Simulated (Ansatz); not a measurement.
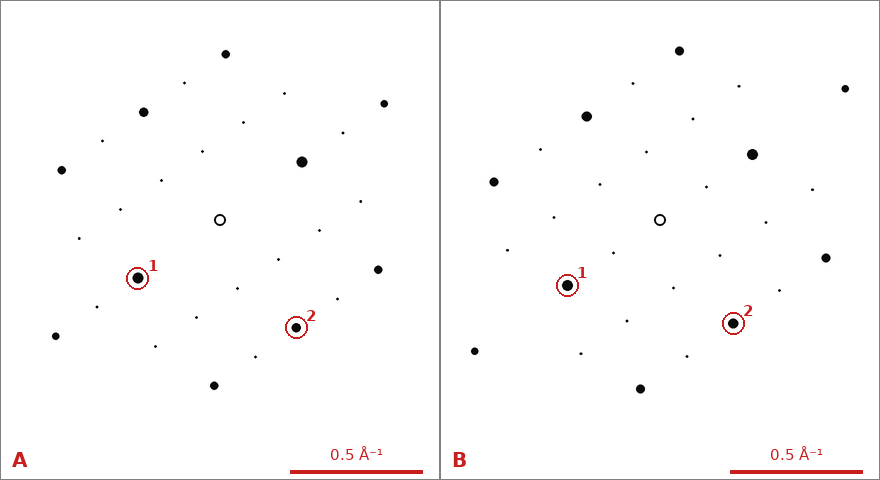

Kinematic electron diffraction patterns (120 kV, B = 0.5 Å², same scale) along [101] of the run's own cell, for the start and the end of one relaxation of Ge3Se with Ansatz 0.2.0, DFT PBE, scalar-relativistic, plane waves, PAW. k mesh 16×16×16. The start is a generated model structure, and the relaxation ends in the nearest stationary point of its symmetry, not necessarily the ground state. Spot 1 is -2 -2 2 and spot 2 is 1 -1 -1 in both.

Start structure:

```
CELL_PARAMETERS angstrom
-2.07378 2.07378 4.63233
2.07378 -2.07378 4.63233
2.07378 2.07378 -4.63233
ATOMIC_POSITIONS crystal
Ge 0.50000 0.50000 0.00000
Ge 0.25000 0.75000 0.50000
Ge 0.75000 0.25000 0.50000
Se 0.00000 0.00000 0.00000
```

**Which pattern belongs to the start structure, and which to the relaxed one?**

B is the start: its cell gives d(1) = 2.316 Å, d(2) = 2.074 Å and an angle of 90.0°. A is the relaxed structure, with d(1) = 2.616 Å (+13.0 %), d(2) = 1.990 Å (-4.1 %) and 90.0°.

**Summarise the relaxation behind the change.**

The volume changed by +4.0 % to 20.71 Å³ an atom; the fractional coordinates hardly changed; the space group stayed I4/mmm (No. 139); the free energy fell by 23 meV an atom. Relaxed cell: a = 5.941 Å, b = 5.941 Å, c = 5.941 Å, α = 140.87°, β = 140.87°, γ = 56.54°.
